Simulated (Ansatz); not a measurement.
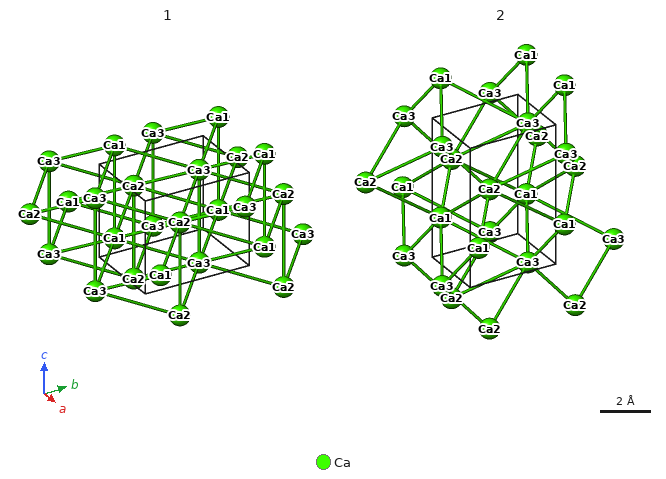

Two geometries of a crystal of Ca (built on the trigonal selenium_152 type) (coarse preliminary run), drawn at one scale. One is the start of a relaxation, the other its converged end. A ball-and-stick model of the cell of the calculation, seen slightly off an axis.

Theory: Ansatz 0.2.0, DFT r2SCAN, scalar-relativistic, plane waves, PAW. (plane-wave cutoff 500 eV; k-point mesh 6 × 6 × 4; occupations gaussian; smearing width 0.1 eV; no spin polarisation; cell and atoms relaxed; force threshold 0.04 eV/Å; at most 70 steps)

> Which one is relaxed?

Structure 1 is the relaxed one. Case: trigonal selenium type (P3_121, No. 152). The energy falls by 1116 meV per atom in 10 accepted moves (11 points after the start). Largest force component: 2.7 eV/Å at the start, 0.0013 eV/Å at the end. Pressure: 1.00 GPa at the start and 0.03 GPa at the end. The SCF was repeated once at an unchanged geometry on a basis and grid sized afresh for the cell, which shifted the energy by 1.5 meV per atom at most. The largest moves relative to the cell, 0.67 Å, are those of Ca1, Ca2 and Ca3. Ca1 goes along +a. The drawn cell changes as follows: a = b 5.131 → 6.218 Å (+21.2 %), c 5.821 → 3.886 Å (−33.2 %); the volume changes by −1.9 %. Near-neighbour distances that change, for instance: Ca1–Ca1 5.821 → 3.886 Å, Ca1–Ca2 2.789 → 3.817 Å, Ca1–Ca2 (another image) 4.037 → 3.816 Å. Among the angles between lasting bonds that change: Ca2–Ca1–Ca3 103.1° → 70.9°, Ca2–Ca1–Ca2 78.9° → 109.1°, Ca2–Ca1–Ca3 99.0° → 70.9°. The space group (tolerance 0.01 Å) goes from P3_121 (No. 152) to R-3m (No. 166).
